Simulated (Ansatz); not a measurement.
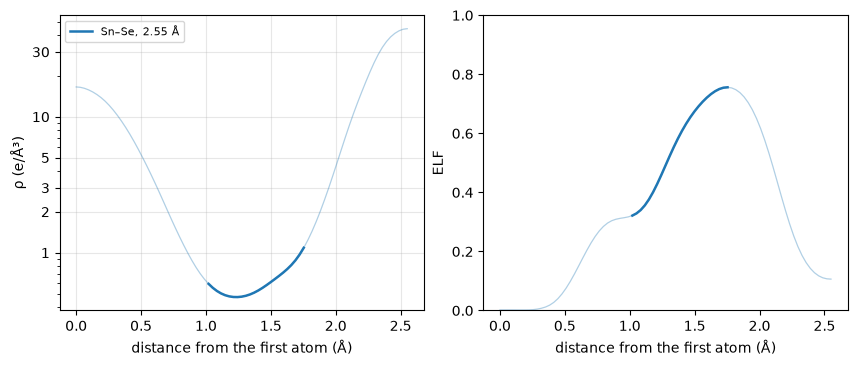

SnSe. Valence charge density (pseudo) and electron localisation function along straight lines between neighbouring atoms. Thin, pale parts lie inside the atomic spheres.

Space group I4/mmm; computed pressure about 8 GPa in this cell.

Computed with DFT r2SCAN, scalar-relativistic, plane waves, PAW (Ansatz 0.2.0).

The density is the valence pseudo-density of a PAW calculation; it isn't the true density close to the nuclei.

Q: What can be read from the curves?

A: Sn–Se (2.55 Å): ρ at the midpoint is about 0.47 e/Å³; the ELF is about 0.50 at the midpoint.
